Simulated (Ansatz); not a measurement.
# Geometry relaxation of AlN (part 2 of 2)

Continued. System: AlN (F-43m, 2 atoms in the cell). Method: DFT, r2SCAN, PAW with Ansatz's default frozen-core files, scalar-relativistic, no spin polarisation (Ansatz 0.2.0); cutoff 500 eV, 15×15×15 k-mesh, Fermi–Dirac smearing of 0.08 eV. The structure was built on a prototype by a generator; it need not be a known phase. It belongs to a series of runs on one base structure; here: cell relaxed at zero pressure.

Geometry of the input (Å; fractional positions):
```
0.0000  2.1544  2.1544
2.1544  0.0000  2.1544
2.1544  2.1544  0.0000
Al 0.0000  0.0000  0.0000
N  0.2500  0.2500  0.2500
```

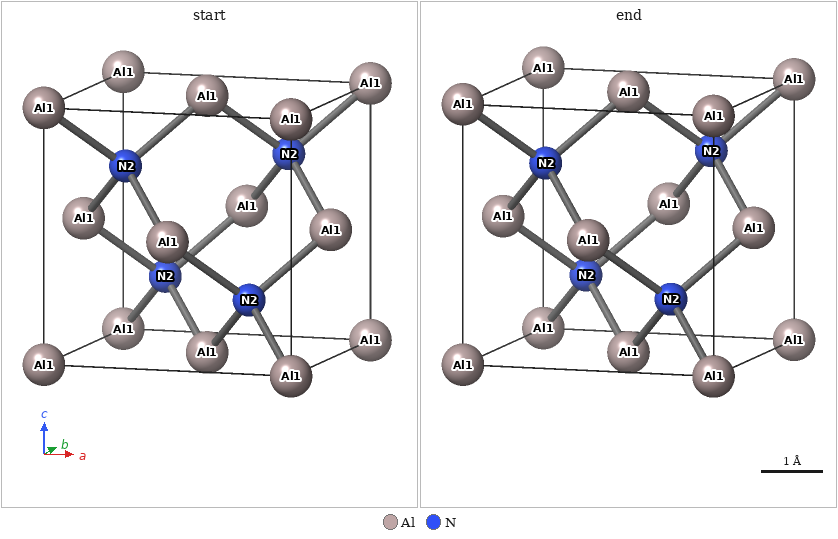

*Before (left) and after (right) the relaxation, at one scale (ball-and-stick view of the cell 4 times as large as that of the calculation, set on its symmetry axes, seen slightly off an axis).*

The atoms keep their places relative to the cell (all moves are under 0.005 Å). The drawn cell changes as follows: a = b = c 4.309 → 4.370 Å (+1.4 %); the volume changes by +4.3 %. Among the contacts that change: Al1–N2 1.866 → 1.892 Å. The space group stays F-43m (No. 216). The energy falls by 12.4 meV per atom in 3 geometry steps. All forces vanish by symmetry, so only the cell relaxes. Pressure: 9.60 GPa at the start and 0.00 GPa at the end. A last SCF at the same geometry on a re-selected plane-wave basis shifts the energy by −0.1 meV per atom. (Atoms are counted from 1 in the order of the input.)

```
basis re-selected at this cell: Δ(F+E_penalty+E_count) = -2.092e-4 eV, ΔP = -0.006 GPa vs the last step (what re-selecting the basis moved, of the pressure what is left beyond the Pulay correction that the steps carried, after the strain that the cell walked since its last selection, with what the two solves' SCF thresholds leave and, on support functions, any second-order correction that the steps lacked; it is no measure of the basis error at this ecutwfc). This SCF's stress stands 3.80e-3 GPa from its target on what of the cell is left free (relax.cell.stress_tol is 5.00e-2 GPa) and its largest allowed force component is 1.25e-16 eV/Å (relax.f_tol is 5.00e-3 eV/Å): within both
SCF converged after 5 iterations
Free energy (F): -928.437203 eV
Harris-Foulkes:  -928.437203 eV  (|F-HF|=8.41e-12)
Internal energy: -928.437203 eV  (E = F + TS)
E sigma→0 (E₀):  -928.437203 eV
Fermi energy:    8.790767 eV
--- Per-component energies (eV) ---
  E_band       = 11.406214
  E_kinetic    = 160.459272
  E_local      = -223.558425  (includes V_loc(G=0)·N_el)
  E_nonlocal   = 54.311411
  E_hartree    = 78.216274
  E_xc         = -98.826200
  E_vxc        = -119.110509  (∫ρ·V_xc dr)
  E_paw        = -602.466801  (= ΣΔE_a)
  E_vpaw       = -23.520715  (= ΣTr[D̂ρ^β])
  E_aug_tail   = 0.000016  (compensation charges beyond the density's cutoff)
  E_vtau       = 6.392607  (kinetic-family band-sum trace: ∫τ·v_τ [+ j·A + Jᵃ·Aᵃ] dr)
  E_ewald      = -296.483077
  E_core_change = -0.089673  (= ΣΔE_core)
  E_smearing   = -0.000000  (= −TS)
  E_closure    = 0.000000  (closes the sum)
  Σ components = -928.437203   (vs F -928.437203, Δ=0.00e0)
--- Forces (eV/Å), atoms counted from 1 ---
  atom   1  Al     0.00000000    -0.00000000    -0.00000000
  atom   2  N      0.00000000     0.00000000     0.00000000
  max |Σ_I F_I| component: 1.20e-16 eV/Å
--- Stress (GPa, compression-positive) ---
        0.003798       0.000000      -0.000000
        0.000000       0.003798       0.000000
        0.000000       0.000000       0.003798
  P = ⅓ Tr σ = 0.0038 GPa (0.038 kbar)
--- Band table (eV; the first three rows and the last of 120) ---
  k-point 0: bands = ["-9.0459", "6.6910", "6.6910", "6.6910", "11.5330", "20.2124", "20.2124", "20.2124"]
  k-point 1: bands = ["-8.9805", "6.3051", "6.6672", "6.6672", "11.8575", "20.0326", "20.2853", "20.2853"]
  k-point 2: bands = ["-8.7889", "5.3867", "6.6014", "6.6014", "12.5841", "19.5836", "20.3951", "20.3951"]
  k-point 119: bands = ["-6.3832", "2.8372", "3.1435", "4.2105", "13.3948", "18.7224", "19.7151", "20.1595"]
--- Relaxed structure (4 steps of the walk, 4 accepted, 1 SCFs on fresh bases) ---
  F+E_penalty+E_count = -928.43720304 eV   max|allowed force component| = 1.249e-16 eV/Å   (the final SCF, on the basis selected at the relaxed cell)
  cell:  # Å, volume = 20.8600 Å³
    - [2.8024546180925747e-34, 2.184881040489136, 2.184881040489136]
    - [2.184881040489136, 1.4187426504093659e-33, 2.184881040489136]
    - [2.184881040489136, 2.184881040489136, 5.09537203289559e-34]
  atoms:
    - { symbol: Al, position: [-3.6129973652462302e-34, 1.1174218655400751e-35, 5.251882768038334e-34] }
    - { symbol: N, position: [0.25, 0.25, 0.25] }
```

File rho_z.tsv
```
# z_ang	rho[e/angstrom^3]
# format = ansatz-planar-average/11
# lattice	0.000000000	2.184881040	2.184881040
# lattice	2.184881040	0.000000000	2.184881040
# lattice	2.184881040	2.184881040	0.000000000
# sites	2
# site	13	0.000000000	0.000000000	-0.000000000
# site	7	1.092440520	1.092440520	1.092440520
0.000000	3.421146e-1
0.128745	4.293058e-1
0.257491	5.269248e-1
0.386236	6.204322e-1
0.514981	6.917817e-1
0.643727	7.292466e-1
0.772472	7.317148e-1
0.901217	7.037675e-1
1.029963	6.487996e-1
1.158708	5.703785e-1
1.287453	4.785632e-1
1.416199	3.887961e-1
1.544944	3.129203e-1
1.673690	2.541250e-1
1.802435	2.103735e-1
1.931180	1.787572e-1
2.059926	1.565941e-1
2.188671	1.421559e-1
2.317416	1.353917e-1
2.446162	1.376230e-1
2.574907	1.507504e-1
2.703652	1.764790e-1
2.832398	2.161905e-1
2.961143	2.710522e-1
```

Trajectory as extended XYZ (Å, eV, eV/Å), 5 frames, from step=1 to step=5
```
2
Lattice="0.0000 2.1544 2.1544 2.1544 0.0000 2.1544 2.1544 2.1544 0.0000" Properties=species:S:1:pos:R:3:forces:R:3 step=1 energy=-928.41228 pressure_GPa=9.60
Al    0.0000    0.0000    0.0000    0.0000   0.0000   0.0000
N     1.0772    1.0772    1.0772    0.0000   0.0000   0.0000
2
Lattice="0.0000 2.1694 2.1694 2.1694 0.0000 2.1694 2.1694 2.1694 0.0000" Properties=species:S:1:pos:R:3:forces:R:3 step=2 energy=-928.43080 pressure_GPa=4.67
Al    0.0000    0.0000    0.0000    0.0000   0.0000   0.0000
N     1.0847    1.0847    1.0847    0.0000   0.0000   0.0000
2
Lattice="0.0000 2.1840 2.1840 2.1840 0.0000 2.1840 2.1840 2.1840 0.0000" Properties=species:S:1:pos:R:3:forces:R:3 step=3 energy=-928.43698 pressure_GPa=0.25
Al    0.0000    0.0000    0.0000    0.0000   0.0000   0.0000
N     1.0920    1.0920    1.0920    0.0000   0.0000   0.0000
2
Lattice="0.0000 2.1849 2.1849 2.1849 0.0000 2.1849 2.1849 2.1849 0.0000" Properties=species:S:1:pos:R:3:forces:R:3 step=4 energy=-928.43699 pressure_GPa=0.01
Al    0.0000    0.0000    0.0000    0.0000   0.0000   0.0000
N     1.0924    1.0924    1.0924    0.0000   0.0000   0.0000
2
Lattice="0.0000 2.1849 2.1849 2.1849 0.0000 2.1849 2.1849 2.1849 0.0000" Properties=species:S:1:pos:R:3:forces:R:3 step=5 energy=-928.43720 pressure_GPa=0.00
Al    0.0000    0.0000    0.0000    0.0000   0.0000   0.0000
N     1.0924    1.0924    1.0924    0.0000   0.0000   0.0000
```

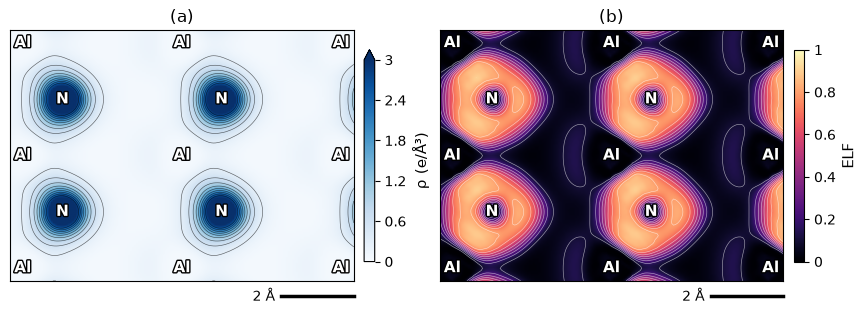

*(a) valence pseudo-density; (b) electron localisation function on the (011) plane of the conventional cell.*

The section cuts through Al and N sites. Al–N (1.89 Å): ρ at the midpoint is about 0.69 e/Å³; the ELF is about 0.85 at the midpoint. Away from the nuclei the density in this plane falls to 0.05 e/Å³ at its lowest. Core electrons are frozen (PAW), so the fields are smoothed inside the atomic spheres.

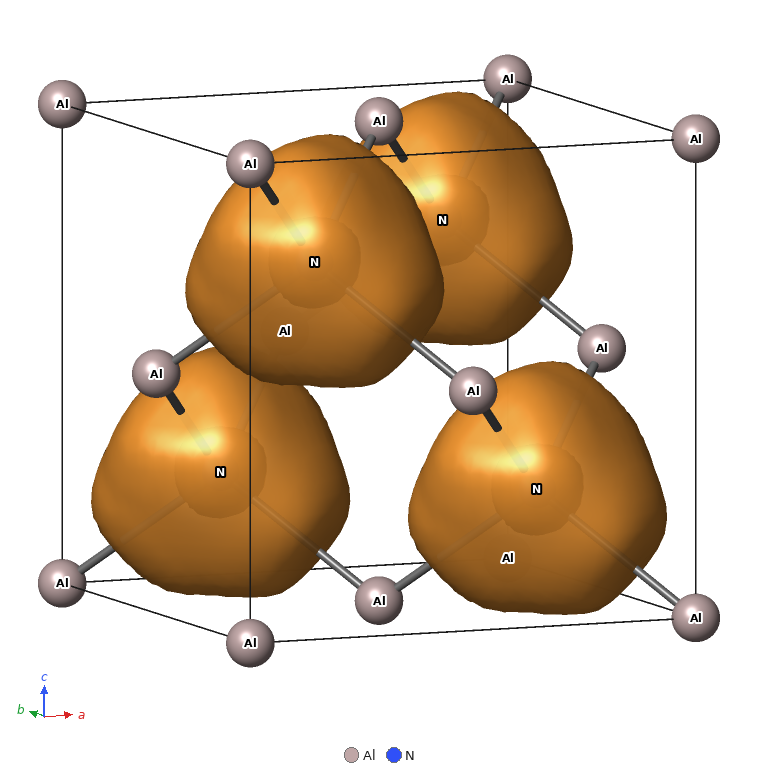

*Isosurface of the ELF at 0.65 (orange), seen slightly off an axis. Only the valence region is drawn (cores and ρ < 0.01 e/Å³ removed). Sticks mark near contacts. The outline is the cell set on symmetry axes.*

Values along the shortest contacts: Al–N (1.89 Å): the ELF is about 0.85 at the midpoint.

Summary

```tsv
quantity	value
outcome	converged
space group (tolerance 0.01 Å)	F-43m (216)
electrons treated	8
free energy	−928.4372 eV
Fermi energy	8.791 eV
gap on the k-point mesh	4.01 eV
pressure	0.00 GPa
final volume	20.86 Å³
largest force (length of the vector) at the end	under 0.001 eV/Å
final cell	a = 3.090 Å, b = 3.090 Å, c = 3.090 Å, α = 60.00°, β = 60.00°, γ = 60.00°
hardware	1 thread of Arm Neoverse V1, 24 GiB of memory available, shared host
wall time	22 s
peak memory	0.38 GiB
```
